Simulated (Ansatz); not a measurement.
**Molecular dynamics of HfO₂ (part 5 of 5)**

The same run, continued: HfO₂ (disordered cell, 18 atoms in the cell); DFT PBE, scalar-relativistic, plane waves, PAW, no spin polarisation (Ansatz 0.2.0); cutoff 420 eV, 1×1×1 k-mesh, Fermi–Dirac smearing of 0.2232 eV. It belongs to a series of runs on one base structure; here: Langevin dynamics at 2590 K from the last frame before.

Geometry of the input (Å; fractional positions):
```
5.9134  0.0937  -0.0263
0.0937  6.1692  -0.0294
-0.0263  -0.0294  5.6661
Hf 0.2653  0.3821  0.9589
Hf 0.8643  0.0786  0.8228
Hf 0.4134  0.8372  0.0309
Hf 0.3876  0.0903  0.4798
Hf 0.8534  0.2801  0.3340
Hf 0.0554  0.6248  0.5323
O  0.1873  0.1112  0.2075
O  0.0896  0.9515  0.6196
O  0.7059  0.3757  0.6521
O  0.7494  0.8045  0.9213
O  0.4120  0.1166  0.8498
O  0.1407  0.3270  0.6117
O  0.8333  0.5807  0.3198
O  0.6006  0.9055  0.3827
O  0.9321  0.3396  0.9984
O  0.3320  0.6040  0.2680
O  0.3775  0.6512  0.7680
O  0.5643  0.2863  0.1588
```

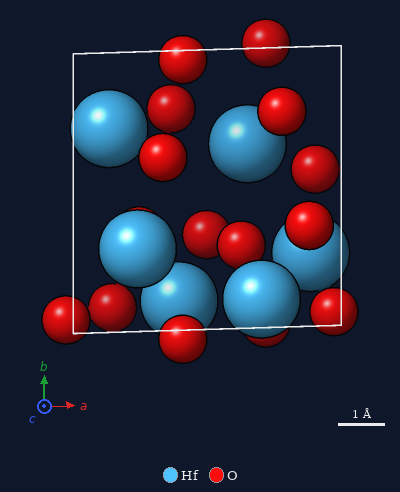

**Figure 1.** The geometry at step 180 of the log (spheres-only view of the cell of the calculation, along the c axis).

## Trajectory as extended XYZ, continued
```
18
Lattice="5.9134 0.0937 -0.0263 0.0937 6.1692 -0.0294 -0.0263 -0.0294 5.6661" Properties=species:S:1:pos:R:3:forces:R:3 step=110 time_fs=220.0 energy=-101156.59843 temperature=3018.9 pressure_GPa=23.96
Hf    1.7394    1.8812    5.3172   -7.9468  -0.9414  -3.0392
Hf    4.6356    0.5911    4.7142    5.8321   1.5964   2.2069
Hf    3.3016    4.4944    0.4503   -2.0516   0.5650  -1.2311
Hf    2.3482    0.7287    2.5610   -7.1818  -5.7622  -2.9113
Hf    5.1293    1.9434    1.7753    3.8567  -2.7156  -4.4503
Hf    0.1559    4.2092    2.9223    7.7826   4.9078   9.4623
O     0.8696    0.5755    1.0089    1.2470   1.2099  -0.7656
O     0.4579    6.6313    3.5729   -1.0957  -2.7435  -0.6110
O     3.7795    1.6280    3.0983    4.9577   5.0315   4.0485
O     4.6245    4.6393    4.4600    0.7972   1.2812  -0.2690
O     2.8236    0.3254    4.6188   -5.4320  -1.8908  -0.1143
O     1.1107    2.4040    2.8291   -1.0081   1.8954  -0.8952
O     4.9929    4.0828    1.5442   -3.2095  -2.2054  -2.8865
O     4.2800    6.3906    1.1444   -1.0677  -1.5060  -0.7368
O     5.3416    2.5357    5.4546    1.5167  -4.1954   0.0720
O     2.4238    4.7898    2.6180   -1.1611   0.8523  -3.1660
O     1.5037    3.7708    4.9768    2.5053   2.1622   1.5154
O     3.2205    2.3240    0.6382    1.6560   2.4573   3.7712
18
Lattice="5.9134 0.0937 -0.0263 0.0937 6.1692 -0.0294 -0.0263 -0.0294 5.6661" Properties=species:S:1:pos:R:3:forces:R:3 step=120 time_fs=240.0 energy=-101161.24806 temperature=3811.0 pressure_GPa=23.73
Hf    1.5664    1.9155    5.2850    2.1594   2.8259  -2.6907
Hf    4.5569    0.5501    4.6939   -1.0737   1.3646  -1.5095
Hf    3.3520    4.4338    0.4928   -2.2616   0.5617  -2.5825
Hf    2.3748    0.6379    2.4536    0.2386   0.3525   1.3131
Hf    5.1911    1.9806    1.5917    0.9174  -5.3830   3.0448
Hf    0.2807    4.2692    3.1430    0.9670   2.0703   1.1947
O     1.1312    0.7229    0.9912   -2.1123   0.6127  -0.1841
O     0.3489    6.3873    3.0855   -1.2961  -1.0917   1.4434
O     4.0217    1.9073    3.3176   -1.4757  -1.4297  -1.4931
O     4.7563    4.7962    4.5529    0.4795  -1.8949  -0.8306
O     2.4327    0.2217    4.6681    1.9668   0.5696  -3.0780
O     1.1276    2.5432    2.9050    0.5396  -1.3860   0.4467
O     5.0586    3.8159    1.5026    1.6470   3.6445   2.2299
O     4.0260    6.2581    1.0247    2.4706   2.1565   1.1959
O     5.5213    2.1698    5.2567    0.0718   0.0544   0.6615
O     2.3431    4.8240    2.1104   -1.2440   0.4794   3.2202
O     1.4828    4.0874    5.4606   -0.1636  -2.0862  -2.4007
O     3.3046    2.4260    0.7323   -1.8269  -1.4214   0.0168
18
Lattice="5.9134 0.0937 -0.0263 0.0937 6.1692 -0.0294 -0.0263 -0.0294 5.6661" Properties=species:S:1:pos:R:3:forces:R:3 step=130 time_fs=260.0 energy=-101159.12679 temperature=3156.4 pressure_GPa=28.43
Hf    1.4860    2.0026    5.1790    5.0792   2.0376  -3.1676
Hf    4.4512    0.4885    4.6355   -0.0417   0.1273  -3.5599
Hf    3.3980    4.3841    0.5209    0.3041  -0.2033   0.3442
Hf    2.4344    0.5208    2.3808   -0.3344   7.0110  -3.6846
Hf    5.2677    1.9315    1.5035   -1.9403   0.7079   7.5373
Hf    0.4410    4.3695    3.3694    2.5285  -1.6734  -2.4737
O     0.9851    0.9599    0.9798    2.2368  -2.5973   0.5521
O    -0.1690    6.0919    2.7934    0.2885   3.6611   1.6263
O     4.1128    1.9800    3.3268   -1.5009  -1.5230  -1.8194
O     4.9367    4.7173    4.5561   -3.8045  -0.8273   3.8219
O     2.5000    0.2430    4.2030   -1.5878  -0.3303   5.5403
O     1.1459    2.4338    2.9907    0.0150  -1.0011   1.1466
O     5.2264    4.0739    1.7394   -1.2972  -3.3526  -1.1715
O     4.0672    6.3455    1.0348   -0.1300  -0.3979  -1.3368
O     5.5092    1.9391    5.1417   -0.3705   3.1211   0.9673
O     2.0634    4.9311    2.0565    1.2611  -2.7137   0.1485
O     1.5041    4.0711    5.4833    0.0151  -1.8089  -2.7100
O     3.1992    2.4620    0.9766   -0.7235  -0.2365  -1.7620
18
Lattice="5.9134 0.0937 -0.0263 0.0937 6.1692 -0.0294 -0.0263 -0.0294 5.6661" Properties=species:S:1:pos:R:3:forces:R:3 step=140 time_fs=280.0 energy=-101158.46474 temperature=3118.1 pressure_GPa=32.60
Hf    1.5310    2.0876    5.0340   -0.9456  -5.8523   3.0377
Hf    4.3639    0.4331    4.5469   -2.2551   4.1511   3.2413
Hf    3.4836    4.3350    0.5908   -3.0823  -2.1477   5.3344
Hf    2.4375    0.4908    2.3190    0.0049   3.3064  -0.3193
Hf    5.3074    1.8972    1.5504   -0.8547  -1.7990   2.3342
Hf    0.6117    4.4672    3.5281   -4.6027   0.2476  -7.0880
O     1.1627    0.8031    0.8941   -3.2360  -0.5048  -0.6760
O    -0.5887    6.1425    2.9768    6.1636  -3.2662  -1.4317
O     3.8464    1.7413    3.0377   -0.6633   1.6847   1.0332
O     4.5956    4.5428    4.9721    4.5511   2.2629  -6.6936
O     2.3825    0.2093    4.4365    0.1260  -1.1771  -0.8130
O     1.1859    1.9477    3.1576   -1.9553   2.1376  -2.6044
O     5.1616    3.8774    1.8684   -0.0973  -0.7318   0.2776
O     4.0861    6.4050    0.9284   -0.2068  -1.2632   0.6515
O     5.2384    2.2272    5.2307    2.1871  -1.6484   0.1961
O     2.0537    4.6786    2.2875    1.2773   1.0804  -0.6411
O     1.3835    3.9457    5.0486    2.7471   2.4800   4.9148
O     2.9553    2.4115    0.8074    0.8459   1.0327  -0.7522
18
Lattice="5.9134 0.0937 -0.0263 0.0937 6.1692 -0.0294 -0.0263 -0.0294 5.6661" Properties=species:S:1:pos:R:3:forces:R:3 step=150 time_fs=300.0 energy=-101158.80749 temperature=2714.3 pressure_GPa=23.35
Hf    1.5522    2.0569    4.9289   -4.0136  -3.1704   0.9901
Hf    4.2660    0.4685    4.5207    1.3592  -0.0521   1.0300
Hf    3.5505    4.2813    0.7163    1.3567   0.2960  -2.3354
Hf    2.3981    0.4936    2.2217   -3.6709  -0.1034  -1.4012
Hf    5.3305    1.8120    1.6305   -1.9900  -2.9123  -0.2234
Hf    0.7357    4.5435    3.5510    1.1638  -4.9257   1.8319
O     0.9565    0.5027    0.7284    0.6493   1.6809   0.8980
O    -0.2307    5.9325    3.0335   -1.1088   6.3249  -2.3917
O     3.6019    1.7931    2.9676    2.0008   0.0074   1.8381
O     4.7137    4.6371    4.4660   -1.3358   0.1086   3.0748
O     2.3401    0.0265    4.5151    0.0044   2.1840  -3.3494
O     0.8771    1.9438    2.9093    2.5704   2.0840   2.0943
O     4.9738    3.6809    1.9057    1.5958   1.4970   0.4909
O     4.0308    6.3216    0.9431    0.6432   0.0304   0.0560
O     5.2891    2.1382    5.3288    1.5407  -0.1915  -1.2713
O     2.4222    4.5226    2.4159   -0.2761   2.2401  -0.7367
O     1.6458    4.1712    5.3847   -2.7889  -1.2596  -2.3837
O     2.9180    2.4782    0.4592    2.3004  -3.8353   1.7905
18
Lattice="5.9134 0.0937 -0.0263 0.0937 6.1692 -0.0294 -0.0263 -0.0294 5.6661" Properties=species:S:1:pos:R:3:forces:R:3 step=160 time_fs=320.0 energy=-101159.76144 temperature=3303.1 pressure_GPa=21.19
Hf    1.5162    1.9910    4.8255    0.4908  -1.4166   2.5834
Hf    4.2022    0.5333    4.5109    2.6358  -0.1200   1.5257
Hf    3.6315    4.2528    0.8079    2.0244  -2.1549  -1.7662
Hf    2.3261    0.4717    2.0993   -0.2858   7.4882  -4.8489
Hf    5.3037    1.6979    1.6966   -0.4020   2.9806  -2.1200
Hf    0.8282    4.5342    3.5742   -2.2543   0.3502  -0.2973
O     0.9414    0.5051    0.6812    2.1430   0.5183   0.4701
O     0.1288    6.4356    2.8193    0.2482  -3.7503   3.3509
O     3.9173    1.9458    3.1996   -1.4747  -0.7612  -2.1303
O     4.8166    4.7780    4.3563   -0.4252   0.1300   1.5607
O     2.2484    0.1649    3.9619   -0.7843   0.4788   5.3020
O     1.0727    2.4840    2.8821    0.9148   0.9898   0.7138
O     5.1627    3.9943    1.9987    0.1860  -1.9103  -1.1975
O     4.1043    6.1866    0.9455    1.0198  -1.1343   0.0531
O     5.5453    1.8795    5.1674   -0.8690   1.9789   0.2702
O     2.5069    4.8289    2.2988   -1.1307  -4.7302  -0.0485
O     1.5929    4.0631    5.5149    0.3094  -1.6911  -2.9312
O     3.3313    1.9822    0.3990   -2.3437   2.7526  -0.4916
18
Lattice="5.9134 0.0937 -0.0263 0.0937 6.1692 -0.0294 -0.0263 -0.0294 5.6661" Properties=species:S:1:pos:R:3:forces:R:3 step=170 time_fs=340.0 energy=-101158.52766 temperature=2402.4 pressure_GPa=24.62
Hf    1.4714    1.9050    4.7479    0.0442   1.9365   1.3560
Hf    4.1431    0.6110    4.4899    3.5232  -0.1091   2.5543
Hf    3.7565    4.1996    0.8290    1.3415  -1.5852  -0.7672
Hf    2.2843    0.5550    1.9761    3.6484   0.5420   2.5125
Hf    5.2570    1.6657    1.7274    1.7980   2.1120  -2.0613
Hf    0.8536    4.5095    3.6200   -2.3007   1.9187  -0.9971
O     1.1064    0.7350    0.6583   -2.0441  -1.4299   0.2413
O     0.2423    6.5436    3.0684   -1.4391  -0.3377  -0.6291
O     3.9097    2.0159    3.0965   -1.0976  -1.3114  -0.4648
O     4.7925    4.8600    4.5966   -0.4061  -0.6606  -0.8496
O     2.1170    0.2217    4.1311    3.7892  -3.2699  -1.3945
O     1.5178    2.8475    2.9445   -1.4664  -6.0114  -0.7156
O     5.4967    3.9565    1.8861   -2.6279  -2.4000  -0.8219
O     4.3486    6.0033    1.0138   -0.9939   2.9296   1.0467
O     5.5507    1.9937    5.2052   -3.1044   0.6107  -0.1434
O     2.2664    4.6465    2.0747    1.6450   3.6383  -1.3543
O     1.6386    3.7719    5.1978    2.0204   2.5043   2.4527
O     3.4274    1.9047    0.4418   -2.3296   0.9236   0.0322
18
Lattice="5.9134 0.0937 -0.0263 0.0937 6.1692 -0.0294 -0.0263 -0.0294 5.6661" Properties=species:S:1:pos:R:3:forces:R:3 step=180 time_fs=360.0 energy=-101159.39238 temperature=2639.0 pressure_GPa=20.76
Hf    1.4214    1.8221    4.7081   -1.3964  -1.1989   4.1079
Hf    4.1406    0.6735    4.5287    2.0080  -0.3841   2.0835
Hf    3.8984    4.1242    0.8200   -2.8905   2.5770  -3.2892
Hf    2.3343    0.6775    1.9005    0.6845   0.1595  -0.4528
Hf    5.2538    1.6975    1.7129    4.8460  -2.9276  -0.2020
Hf    0.8397    4.4891    3.6398    0.8341   1.7356  -0.1721
O     0.8683    0.5573    0.6060   -0.3232   0.5807  -0.6690
O    -0.0795    6.4545    3.3998    2.3684  -0.9564  -0.7768
O     3.7207    1.8789    2.9212    0.4880   0.1427   3.1566
O     4.6530    4.8081    4.7565    1.9102  -0.2430  -0.4182
O     2.3922   -0.1850    4.2996   -2.0600   2.3634  -2.1810
O     1.4709    2.2287    2.7857   -3.5779   1.9498   0.6291
O     5.3810    3.5367    1.8315    1.3302   5.4845   2.2899
O     4.3391    6.3313    1.2912   -2.3570  -4.7199  -3.0452
O     5.2159    2.2793    5.2393    1.4280   0.4879   0.0202
O     2.2203    4.9174    1.7594   -0.5497  -2.9111   2.9556
O     2.0093    3.8259    5.1594   -3.2674  -0.1587  -3.6800
O     2.9688    2.1366    0.4729    0.5250  -1.9796  -0.3574
18
Lattice="5.9134 0.0937 -0.0263 0.0937 6.1692 -0.0294 -0.0263 -0.0294 5.6661" Properties=species:S:1:pos:R:3:forces:R:3 step=190 time_fs=380.0 energy=-101159.39429 temperature=2615.9 pressure_GPa=22.29
Hf    1.3348    1.7112    4.7370   -3.4357  -1.9315  -0.2319
Hf    4.1651    0.7041    4.6042    0.9317  -3.3868   2.5109
Hf    4.0135    4.0868    0.7375   -1.7228   2.2517  -0.7321
Hf    2.3833    0.7499    1.8004   -2.1717  -4.4268   3.8981
Hf    5.3330    1.7014    1.6868   -1.2816  -1.0728   1.3247
Hf    0.8345    4.4745    3.5964   -3.1894   4.7081  -5.0315
O     0.5797    0.4100    0.5591    1.6974   1.6789   0.7737
O    -0.1070    6.2839    3.6208    0.4937   2.0745  -2.2810
O     3.6779    1.8631    3.1856   -0.5514   1.0165  -4.1627
O     4.7306    4.7904    4.7293   -0.8202  -0.4658   1.0720
O     2.2806   -0.0364    4.0850    0.4358   1.8725   0.1888
O     0.9209    1.9220    2.8029    3.3720   2.2446  -0.8966
O     5.4127    3.9061    2.2041   -2.3164  -2.3426  -3.1083
O     4.1558    6.0533    1.1559    1.0473   3.1736  -0.5637
O     5.1391    2.5169    5.2906    0.9267  -2.0422   2.1611
O     2.1609    4.7758    1.9001    0.3146  -0.0111  -0.3059
O     1.9387    3.7378    4.7354    2.9626  -3.4020   3.7246
O     2.6819    2.0808    0.4098    3.3079   0.0602   1.6596
18
Lattice="5.9134 0.0937 -0.0263 0.0937 6.1692 -0.0294 -0.0263 -0.0294 5.6661" Properties=species:S:1:pos:R:3:forces:R:3 step=200 time_fs=400.0 energy=-101159.48316 temperature=2260.8 pressure_GPa=26.71
Hf    1.2062    1.5901    4.8108    1.3848   5.4002  -1.7438
Hf    4.2138    0.6442    4.6730   -1.1660   1.0658  -1.1198
Hf    4.0948    4.0677    0.6867   -6.2012   0.4019  -0.8364
Hf    2.4057    0.7587    1.8225   -1.2124  -2.5933   4.2499
Hf    5.3861    1.6732    1.7148   -2.3780   1.4199   5.1661
Hf    0.7833    4.5257    3.4785    2.6098  -2.5104  -0.8315
O     0.5863    0.5073    0.5678    2.8327  -3.1718   1.1533
O    -0.1305    6.4073    3.3749    0.2563  -0.3552   0.0586
O     3.7075    1.9439    2.8481    0.9124  -0.9409   1.5792
O     4.7216    4.8756    4.7679    1.1158  -0.2913  -1.9988
O     2.2703    0.2868    3.9264    1.9327  -3.2427   0.6752
O     0.9627    2.1666    2.8749    0.8487   1.2413  -1.2527
O     5.2896    3.9929    2.0451    2.3144  -0.6739   2.0588
O     4.1921    6.2313    1.0021    0.5217  -2.2744   0.5399
O     5.2055    2.4325    5.5981    0.5075   0.2555  -3.6043
O     2.1879    4.4731    2.0586    0.2074   2.7340  -0.8935
O     2.1045    3.4093    4.7127   -2.3190   2.1046  -0.1077
O     3.0225    1.9769    0.5653   -2.1675   1.4287  -3.0922
18
Lattice="5.9134 0.0937 -0.0263 0.0937 6.1692 -0.0294 -0.0263 -0.0294 5.6661" Properties=species:S:1:pos:R:3:forces:R:3 step=210 time_fs=420.0 energy=-101159.94107 temperature=2400.7 pressure_GPa=19.15
Hf    1.0983    1.5503    4.8854    9.2654   1.5735  -3.1233
Hf    4.2562    0.5735    4.6995   -2.2390   0.5099  -1.6409
Hf    4.0945    4.0877    0.6750   -3.0879   0.3141  -0.7616
Hf    2.3994    0.6893    1.9522    1.4709  -0.3312   1.1573
Hf    5.3875    1.6516    1.8464    1.5922   2.4699  -1.7468
Hf    0.7828    4.5517    3.3871    4.0279  -3.9250   1.0867
O     0.9912    0.1752    0.7429   -3.0085   2.3137  -2.7136
O    -0.1547    6.3610    3.1322    2.0101   0.1117   3.0351
O     3.7972    1.8780    2.8108    0.2568   0.6903   2.7244
O     4.8797    4.8018    4.5790   -0.1253  -0.8014   1.5932
O     2.5268   -0.0216    4.0211   -2.3387   0.8773   0.1989
O     1.2603    2.3934    2.7217   -1.6376  -3.3975   0.0739
O     5.3509    3.8685    2.1503   -1.9280  -0.7208  -2.6103
O     4.2606    6.1742    0.9577    0.4653  -0.9914   0.6746
O     5.4041    2.3406    5.3607   -3.8861   1.1159   2.1164
O     2.2378    4.7364    1.9370    1.6528   0.0898  -0.2944
O     1.9049    3.4705    4.7599   -1.9534   1.7423  -0.3688
O     3.0240    2.0315    0.3311   -0.5365  -1.6416   0.6018
18
Lattice="5.9134 0.0937 -0.0263 0.0937 6.1692 -0.0294 -0.0263 -0.0294 5.6661" Properties=species:S:1:pos:R:3:forces:R:3 step=220 time_fs=440.0 energy=-101161.03941 temperature=2586.4 pressure_GPa=21.88
Hf    1.1496    1.5454    4.9218    1.3197   2.3350  -1.0749
Hf    4.2532    0.4847    4.7147    0.3527   0.5482   0.9234
Hf    4.0465    4.1204    0.6318   -2.1104  -1.4042  -3.4026
Hf    2.4303    0.5910    2.1494    2.1568   0.8117  -2.8851
Hf    5.4146    1.6857    1.9567   -2.9769  -0.7670  -4.1801
Hf    0.8393    4.5357    3.3119    0.0072  -2.8291  -1.4574
O     0.8439    0.3154    0.6712   -0.0204   0.8797   1.5853
O     0.1463    6.3816    3.3170   -1.5617   0.8296   1.6141
O     3.8260    1.8717    3.2125    0.0222  -1.2921  -1.1646
O     5.0421    4.6628    4.6362   -2.3791   1.8534  -0.4719
O     2.3734   -0.1748    4.2140    0.0675   1.1511  -1.4735
O     1.2096    2.0855    2.5588    2.1821   2.7956   2.3826
O     5.2837    3.7494    1.9311    1.8256   0.0091   2.4662
O     4.4516    6.0799    1.0216   -1.0834   2.2512   0.6928
O     5.1646    2.3071    5.4426    1.2622  -1.6962   1.1423
O     2.5216    4.8741    1.7600   -1.6933  -2.5366   1.4215
O     1.3512    3.7719    4.8534    1.8993  -2.7201   1.7728
O     2.8450    1.9613    0.1670    0.7284  -0.2184   2.1098
18
Lattice="5.9134 0.0937 -0.0263 0.0937 6.1692 -0.0294 -0.0263 -0.0294 5.6661" Properties=species:S:1:pos:R:3:forces:R:3 step=230 time_fs=460.0 energy=-101160.64483 temperature=2448.4 pressure_GPa=20.13
Hf    1.2815    1.6023    4.9179   -0.7629   2.6544   1.8966
Hf    4.2498    0.3911    4.7341    0.9452   3.8102   4.6551
Hf    3.9282    4.1268    0.5744    1.2817  -2.9727   0.9428
Hf    2.5030    0.5178    2.2810    0.0157   2.1875  -5.7908
Hf    5.3765    1.7191    2.0062    2.3328   0.2162   0.5480
Hf    0.8881    4.4272    3.2439   -0.1811  -1.6377   1.8896
O     0.6450    0.5717    0.7883    3.6807  -2.6098   1.0635
O     0.1459    6.4355    3.6540    0.0955  -0.0338  -1.2913
O     3.9328    1.7147    3.3987   -2.0160   1.0048  -1.8301
O     4.8124    4.7457    4.5463   -1.6332  -3.0078   1.1605
O     2.2973   -0.1851    4.0725    1.1765  -0.0717   2.4638
O     1.4354    2.2099    2.6848   -1.3865   0.2866   1.8178
O     5.3203    3.7682    2.0807   -1.2315   0.9687  -1.1069
O     4.4480    6.2647    1.3533   -2.7491  -3.4220  -1.0740
O     5.0518    2.1307    5.7899    0.1636   2.5116  -3.1751
O     2.4868    4.6054    1.9204   -0.6107   0.5506  -0.1624
O     1.1940    3.7340    5.0612    1.5217  -1.2612  -1.4553
O     2.8617    1.7665    0.4832   -0.6426   0.8303  -0.5510
18
Lattice="5.9134 0.0937 -0.0263 0.0937 6.1692 -0.0294 -0.0263 -0.0294 5.6661" Properties=species:S:1:pos:R:3:forces:R:3 step=240 time_fs=480.0 energy=-101160.66724 temperature=2506.1 pressure_GPa=20.22
Hf    1.3868    1.7010    4.9290   -3.0561  -4.0850   3.2348
Hf    4.2499    0.3992    4.8539    0.7729   2.1172   0.5505
Hf    3.8061    4.0670    0.5285   -1.0502  -5.1322   3.1815
Hf    2.5435    0.5052    2.3214   -3.3948  -0.4600  -3.4451
Hf    5.3731    1.7543    2.0547    2.8017  -0.2908  -1.4088
Hf    0.9337    4.2882    3.2204   -1.6465   1.6678   1.3732
O     0.9219    0.2880    1.0952   -1.2124   1.6004  -0.1859
O     0.0499    6.4252    3.6739   -0.4327  -0.1707   0.0990
O     3.7944    1.7719    3.2298    0.6857  -0.2904   2.0135
O     4.1886    4.5413    4.4741    1.9222   1.4001  -1.0093
O     2.3405   -0.0866    4.2443    0.0831   0.9297  -0.0351
O     1.3500    2.4004    2.9745   -1.2104  -4.6070  -1.4535
O     5.2886    3.7929    2.0746   -0.0043  -1.0295  -0.3967
O     4.1549    5.7691    1.4685    2.0515   3.1155  -2.7413
O     5.1944    2.3092    5.6599    0.1056  -2.4963   0.3600
O     2.3297    4.3883    1.9949    0.8761   1.3725  -0.4442
O     1.3440    3.4950    5.0493    1.3623   6.1170   0.6741
O     2.8831    1.8503    0.6404    1.3454   0.2386  -0.3682
```

## Results in brief

```tsv
quantity	value
outcome	finished
mean temperature over the second half	2804 K
trajectory	240 steps, 480 fs
ensemble	nvt_langevin
temperature in the input	2590.0 K
time step	2.0 fs
electrons treated	228
potential energy (free energy of the electrons) (last step)	−101160.6672 eV
Fermi energy (last step)	16.097 eV
pressure (without the kinetic term) (last step)	17.20 GPa
largest force (length of the vector) (last step)	6.303 eV/Å
wall time	5.2 min (CPU time 8.8 min)
peak memory	0.41 GiB
```

## Notes

The k-point mesh is coarse (a preliminary or cheap run), so energies and forces are approximate. The program warns: the SCF threshold is loose for the printed forces; the SCF threshold is looser than advised for the printed stress. Spin–orbit coupling is left out, which matters for Hf. So short a trajectory is not equilibrated. The logged temperature at the start can lie below the typed one, since it is counted over all degrees of freedom.
